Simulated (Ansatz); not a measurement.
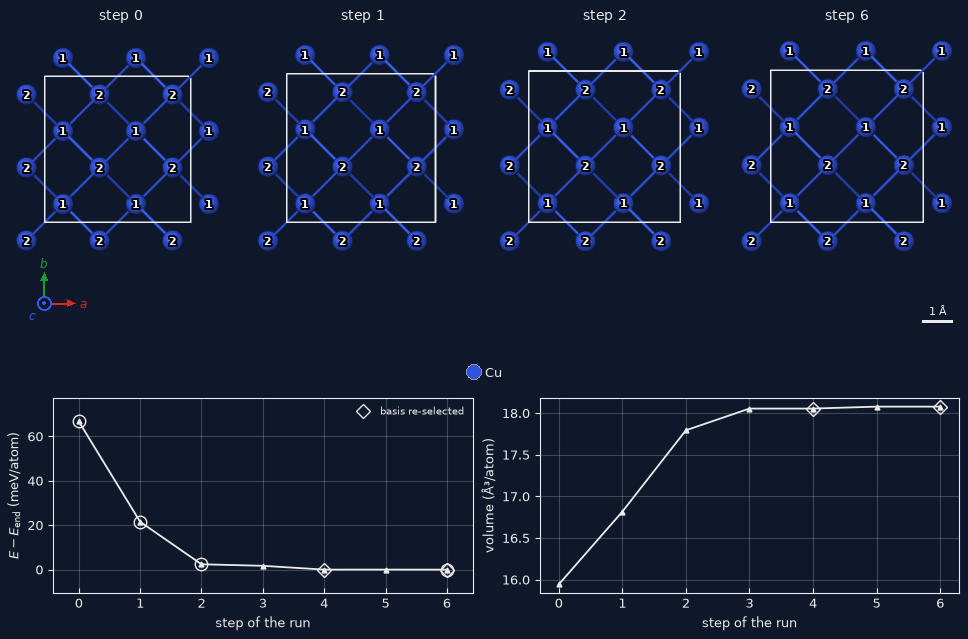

Frames of a relaxation of a crystal of Cu (a generated structure, set up in Fd-3m), marked on the history of the run. The picture is a ball-and-stick view of the conventional cell (4 times the calculation's cell), seen along the c axis. Lengths and directions refer to the drawn axes.

Phase: diamond.

Computed with Ansatz, DFT, r2SCAN, plane waves (500 eV) with PAW, scalar-relativistic. (plane-wave cutoff 500 eV; k-point mesh 11 × 11 × 11; occupations fermi dirac; smearing width 0.1 eV; no spin polarisation; cell and atoms relaxed; force threshold 0.01 eV/Å; at most 60 steps)

### Describe the path.

The atoms keep their places relative to the cell (all moves are under 0.005 Å). The drawn cell changes as follows: a = b = c 5.034 → 5.249 Å (+4.3 %); the volume changes by +13.4 %. Some distances before and after: Cu1–Cu2 2.180 → 2.273 Å. The space group stays Fd-3m (No. 227). After 4 accepted moves (6 points after the start) the energy has fallen by 66.7 meV per atom. All forces vanish by symmetry, so only the cell relaxes. The pressure goes from 11.34 to 0.00 GPa. The SCF was repeated twice at an unchanged geometry on a basis and grid sized afresh for the cell, which shifted the energy by 1.7 meV per atom at most. The run took 55 s on 1 thread of Intel(R) Xeon(R) Platinum 8259CL CPU @ 2.50GHz (Skylake/Cascade Lake) (shared host), peak memory 0.66 GiB. From step 0 to 1: volume +5.5 %, energy −45.2 meV per atom. From step 1 to 2: volume +5.8 %, energy −19.1 meV per atom. From step 2 to 6: volume +1.6 %, energy −2.4 meV per atom.

```json
{"step": "0", "E − E(0), meV/atom": "0.00", "pressure, GPa": "11.34", "volume, Å³/atom": "15.944", "note": ""}
{"step": "1", "E − E(0), meV/atom": "-45.19", "pressure, GPa": "5.68", "volume, Å³/atom": "16.817", "note": ""}
{"step": "2", "E − E(0), meV/atom": "-64.33", "pressure, GPa": "1.02", "volume, Å³/atom": "17.795", "note": ""}
{"step": "3", "E − E(0), meV/atom": "-65.02", "pressure, GPa": "0.01", "volume, Å³/atom": "18.055", "note": ""}
{"step": "4", "E − E(0), meV/atom": "-66.73", "pressure, GPa": "0.09", "volume, Å³/atom": "18.055", "note": "same geometry, new basis"}
{"step": "5", "E − E(0), meV/atom": "-66.73", "pressure, GPa": "0.00", "volume, Å³/atom": "18.079", "note": ""}
{"step": "6", "E − E(0), meV/atom": "-66.74", "pressure, GPa": "0.00", "volume, Å³/atom": "18.079", "note": "same geometry, new basis"}
```
